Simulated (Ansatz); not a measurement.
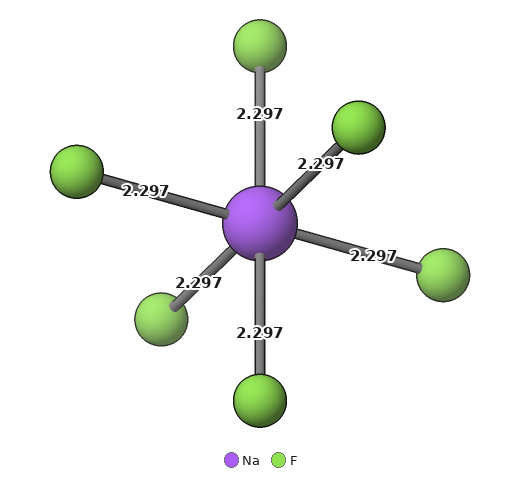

The surroundings of site Na1 (at 0.000, 0.000, 0.000) in NaF in space group Fm-3m, with bond lengths in Å.

The cell is taken from a calculation's input that goes back to an entry of the Crystallography Open Database (an earlier step may have relaxed or displaced it).

```xyz
8
Lattice="4.5945 0.0000 0.0000 0.0000 4.5945 0.0000 0.0000 0.0000 4.5945" Properties=species:S:1:pos:R:3 pbc="T T T"
Na    0.0000    0.0000    0.0000
F     2.2972    0.0000    0.0000
Na    0.0000    2.2972    2.2972
F     2.2972    2.2972    2.2972
Na    2.2972    0.0000    2.2972
F     0.0000    0.0000    2.2972
Na    2.2972    2.2972    0.0000
F     0.0000    2.2972    0.0000
```

Bond valence s = exp((R0 − d)/b), R0 fitted to published crystal structures with b = 0.37 Å; R0 in Å: Na+–F 1.649.

> Calculate the bond-valence sum of Na1 from the bonds drawn.

6 × 0.174 = 1.04 v.u., against a formal valence of 1: a close match.

> And over the whole structure?

| site | x, y, z | formal valence | bond-valence sum | difference |
| --- | --- | --- | --- | --- |
| Na1 | 0.000, 0.000, 0.000 | +1 | 1.06 | 0.06 |
| F1 | 0.500, 0.000, 0.000 | −1 | 1.06 | 0.06 |

These sums include all anions within 5 Å. The global instability index (root mean square of the differences over all atoms) is 0.06 v.u.: little strain. The cell was not relaxed for this table, and a volume that is off by a few per cent shifts all sums together.
